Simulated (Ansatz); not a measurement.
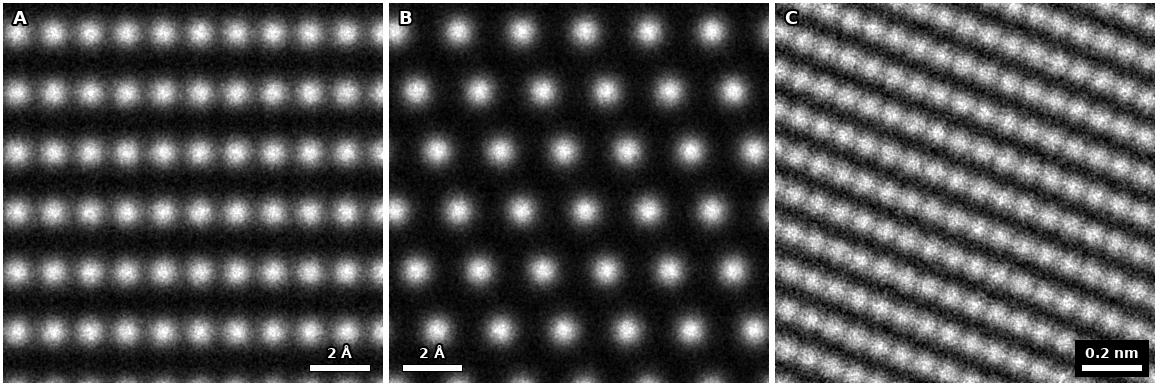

Three views of Co (Fm-3m, No. 225) along different zone axes. Simulated as the projected potential of neutral atoms (B = 0.8 Å²) blurred by a 0.50 Å probe, the thin-sample limit of integrated differential phase contrast. Shot noise was added. Model: the input geometry of an electronic-structure calculation (not necessarily at equilibrium); the starting structure was generated, so it need not be a known form of this composition.

```cif
data_structure
_symmetry_space_group_name_H-M 'Fm-3m'
_symmetry_Int_Tables_number 225
_cell_length_a 3.5417
_cell_length_b 3.5417
_cell_length_c 3.5417
_cell_angle_alpha 90.000
_cell_angle_beta 90.000
_cell_angle_gamma 90.000
_cell_volume 44.43
loop_
_atom_site_label
_atom_site_type_symbol
_atom_site_symmetry_multiplicity
_atom_site_Wyckoff_symbol
_atom_site_fract_x
_atom_site_fract_y
_atom_site_fract_z
_atom_site_occupancy
Co1 Co 4 a 0.00000 0.00000 0.00000 1
```

### Match the panels to the zone axes [110], [211] and [221].

A is [211]: projected cell 1.25 × 2.04 Å, 90°, plane group p2mm. B is [110]: projected cell 2.17 × 2.17 Å, 109°, plane group c2mm. C is [221]: projected cell 0.83 × 1.32 Å, 108°, plane group c2mm.
